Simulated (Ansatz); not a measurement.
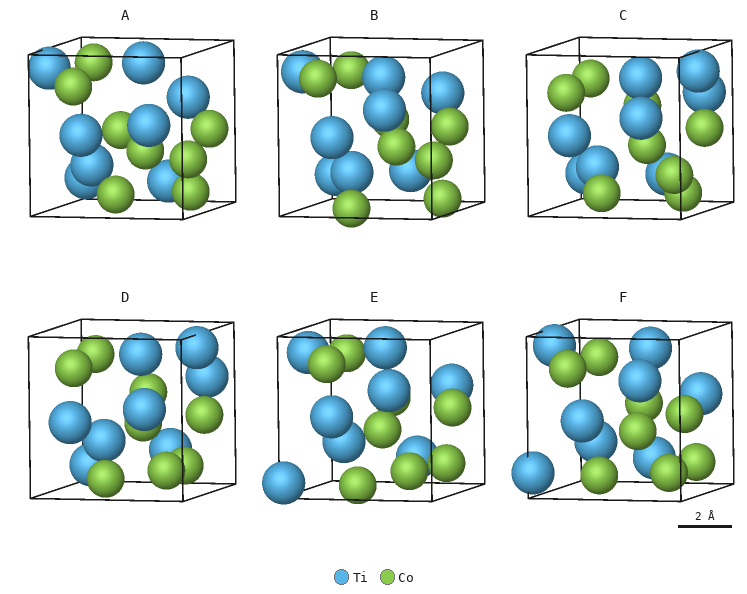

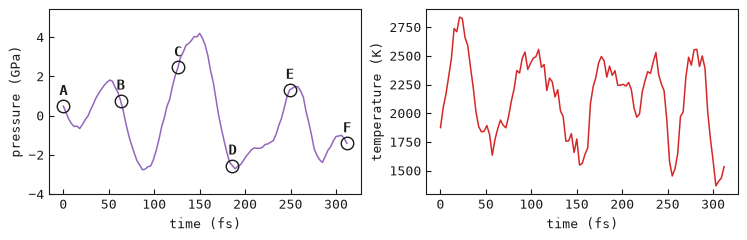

A Born-Oppenheimer molecular dynamics run of an amorphous cell of composition TiCo (16 atoms in the cell), 312 fs long. It starts from the last geometry of an earlier run, with fresh velocities. Frames (A at 0 fs, B at 63 fs, C at 126 fs, D at 186 fs, E at 249 fs, F at 312 fs) and the history of the run. The picture is a spheres-only view of the simulation cell, seen slightly off an axis. Atoms that leave the cell re-enter on the other side.

Method: Ansatz 0.2.0, DFT PBE, scalar-relativistic, plane waves, PAW. Set-up: plane-wave cutoff 420 eV; k-point mesh 1 × 1 × 1; Fermi-Dirac smearing 0.172 eV; volume 1.16 times that of the relaxed crystal; set temperature 2000 K; time step 3 fs.

Q: What do the frames and curves show?

A: In the second half of the run the atoms are, in the root-mean-square, this far from where they began (common drift taken out): Co 0.91 Å, Ti 0.53 Å. Against the typical shortest distance between atoms in the first frame, about 2.2 Å these are large excursions, but over 312 fs one can't yet tell strong vibration from the start of diffusion. 1 of the 16 free atoms end more than three quarters of that spacing from the start. The mean temperature in the second half is 2106 K (standard deviation 353 K). The potential energy in the second half lies on average 130 meV per atom below the first frame. The mean pressure there is −0.7 GPa.

Limits of the set-up: the k-point mesh is coarse for a cell with partly filled bands; the periodic images lie only 6.2 Å apart, so the values are limited by the cell's size.

Cost: 7.2 min on 2 threads of Arm Neoverse N1, with other jobs on the host, peak memory 0.55 GiB.
